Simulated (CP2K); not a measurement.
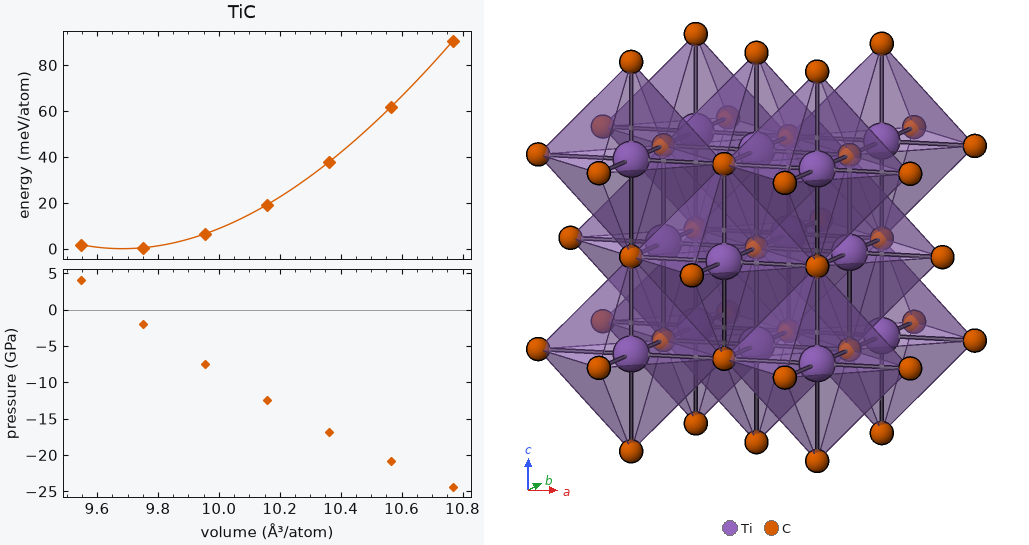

The plot gives the computed energy and pressure against volume for TiC, space group Fm-3m (No. 225). The conventional cell is drawn beside the plot.

The given structure:
```
CELL_PARAMETERS angstrom
3.06279 0.00000 0.00000
1.53139 2.65245 0.00000
1.53139 0.88415 2.50076
ATOMIC_POSITIONS crystal
Ti 0.00000 0.00000 0.00000
C 0.50000 0.50000 0.50000
```

Calculation (CP2K 2026.2): DFT in Gaussian orbitals with a plane-wave density, no spin polarisation; energies at scaled volumes of the given cell, shape and fractions fixed, counted from the fit's minimum, third-order Birch-Murnaghan fit. Level: LDA.

- k mesh: 11×11×11
- occupations: Fermi–Dirac
- smearing width: 0.05 eV
- potentials: GTH PADE with UZH TZVP basis
- density cutoff: 6123 eV
- program settings: ngrids 4, basis sets Ti TZVP-MOLOPT-PBE-GTH-q12, basis sets C TZVP-MOLOPT-PBE-GTH-q4, cutoff ry 450 Ry, rel cutoff ry 60 Ry

> What equilibrium volume and bulk modulus follow from the curve?

A third-order Birch–Murnaghan fit gives V0 = 9.68 Å³/atom, B0 = 286 GPa and B′ = 4.1.

> Read off the course of the pressure.

It falls from 4.11 GPa at volume 9.55 Å³/atom to −24.42 GPa at 10.77 Å³/atom, and changes sign near 9.69 Å³/atom.

The computed values:

| volume (Å³/atom) | energy (meV/atom) | pressure (GPa) |
| --- | --- | --- |
| 9.55 | 1.71 | 4.11 |
| 9.75 | 0.43 | −1.99 |
| 9.95 | 6.49 | −7.47 |
| 10.16 | 19.15 | −12.41 |
| 10.36 | 37.74 | −16.84 |
| 10.56 | 61.67 | −20.83 |
| 10.77 | 90.40 | −24.42 |
